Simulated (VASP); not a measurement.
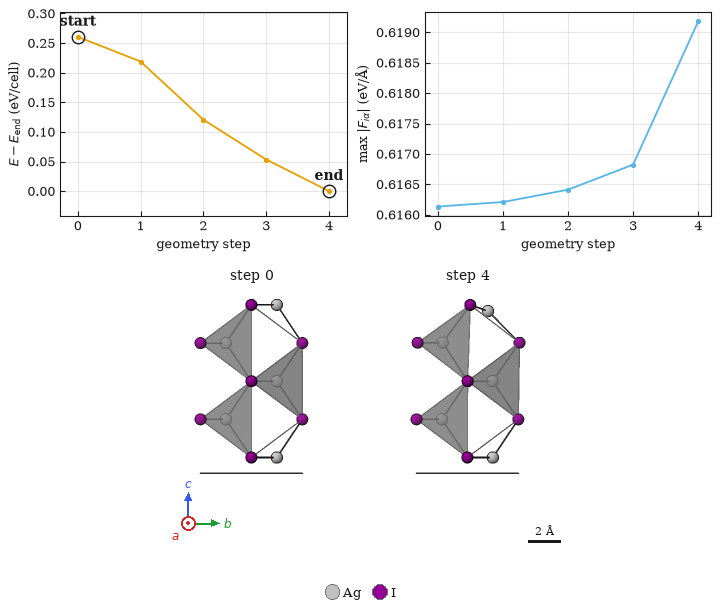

First and last geometry of a relaxation of a slab of composition AgI, with the history of the run. The picture is a polyhedral view of the cell of the calculation, outlined in the plane, without the vacuum, seen along the a axis.

The run lets the atoms move in a fixed cell. 4 atoms are held fixed.

The calculation used Kohn-Sham DFT of a periodic cell, PBEsol, VASP PAW PBE potentials, recommended in VASP.

Input
```
SYSTEM = AgI
ALGO     = Fast           ! electronic algorithm
DIPOL    = 0.5 0.5 0.500
EDIFF    = 1E-6           ! SCF threshold, eV
EDIFFG   = -0.005         ! ionic threshold
ENCUT    = 520            ! plane-wave cutoff, eV
GGA      = PS             ! functional
IBRION   = 2              ! ionic algorithm
IDIPOL   = 3            
ISIF     = 2              ! what is computed and relaxed
ISMEAR   = 0              ! smearing method
LASPH    = .TRUE.         ! aspherical terms in the spheres
LCHARG   = .FALSE.        ! write CHGCAR
LDIPOL   = .TRUE.       
LREAL    = .FALSE.        ! projectors in reciprocal space
LWAVE    = .FALSE.        ! write WAVECAR
NELM     = 60             ! most SCF steps
NSW      = 40             ! ionic steps
PREC     = Accurate       ! precision mode
SIGMA    = 0.05           ! smearing width, eV
```

Run as
```bash
cat potpaw_PBE.64/Ag/POTCAR potpaw_PBE.64/I/POTCAR > POTCAR
mpirun -np 1 vasp_std > vasp.out
```

**Did the run converge, and what did it change?**

The run was cut off at its time limit before the relaxation converged, so the last structure is only a point on the way. Over 4 geometry steps the energy falls by 0.261 eV per cell of the calculation. Largest force component: 0.62 eV/Å at the start, 0.62 eV/Å at the end. The atom that moves furthest is an Ag atom (0.49 Å at 38° to the normal (−c side)). By element the largest moves are Ag 0.49 Å, I 0.18 Å. The lattice vectors keep their values. Near-neighbour distances that change, for instance: Ag–I 2.878 → 2.669 Å, Ag–I 2.878 → 2.802 Å, Ag–I 2.878 → 2.941 Å, Ag–I 2.878 → 2.897 Å. Among the angles between lasting bonds that change: I–Ag–I 112.6° → 127.6°, Ag–I–Ag 112.6° → 127.6°, Ag–I–Ag 112.6° → 100.1°.
